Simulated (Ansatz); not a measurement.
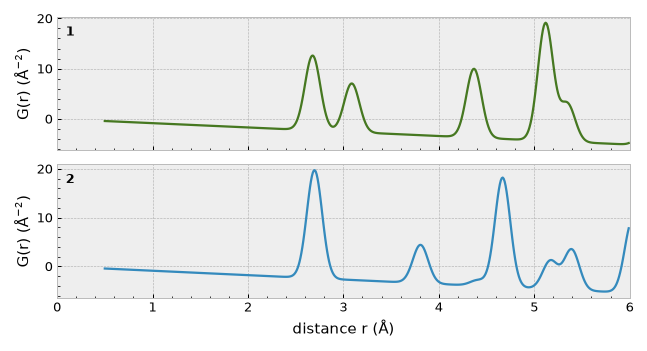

Each curve is a calculated X-ray PDF: distances of the static structure, each pair weighted by the product of the atomic numbers (X-ray weights at Q = 0), broadened by Gaussians with σ = 0.08 Å.

Candidate polymorphs:

A. 
```yaml
crystal:
  lattice:
    - [2.69700, 0.00000, 0.00000]
    - [-1.34850, 2.33567, 0.00000]
    - [0.00000, 0.00000, 8.81118]
  atoms:
    - { symbol: Ir, position: [0.00000, 0.00000, 0.00000] }
    - { symbol: Ir, position: [0.00000, 0.00000, 0.50000] }
    - { symbol: Ir, position: [0.33333, 0.66667, 0.25000] }
    - { symbol: Ir, position: [0.66667, 0.33333, 0.75000] }
```

B. 
```cif
data_structure
_symmetry_space_group_name_H-M 'Im-3m'
_symmetry_Int_Tables_number 229
_cell_length_a 3.0890
_cell_length_b 3.0890
_cell_length_c 3.0890
_cell_angle_alpha 90.000
_cell_angle_beta 90.000
_cell_angle_gamma 90.000
_cell_volume 29.48
loop_
_atom_site_label
_atom_site_type_symbol
_atom_site_symmetry_multiplicity
_atom_site_Wyckoff_symbol
_atom_site_fract_x
_atom_site_fract_y
_atom_site_fract_z
_atom_site_occupancy
Ir1 Ir 2 a 0.00000 0.00000 0.00000 1
```

Origins: A, coordinates from a relaxation with DFT, LDA (PW92), plane waves (420 eV) with PAW, scalar-relativistic (Ansatz 0.2.0); the starting structure was generated, so it need not be a known form of this composition; B, the end point of a relaxation with Ansatz, DFT, m-r2SCAN, plane waves (500 eV) with PAW, scalar-relativistic; the starting structure was generated, so it need not be a known form of this composition.

Which PDF belongs to which candidate?

curve 1 is B (Ir, first clear peaks at 2.68 Å (Ir–Ir) and 3.09 Å (Ir–Ir)); curve 2 is A (Ir, first clear peaks at 2.70 Å (Ir–Ir) and 3.81 Å (Ir–Ir)).
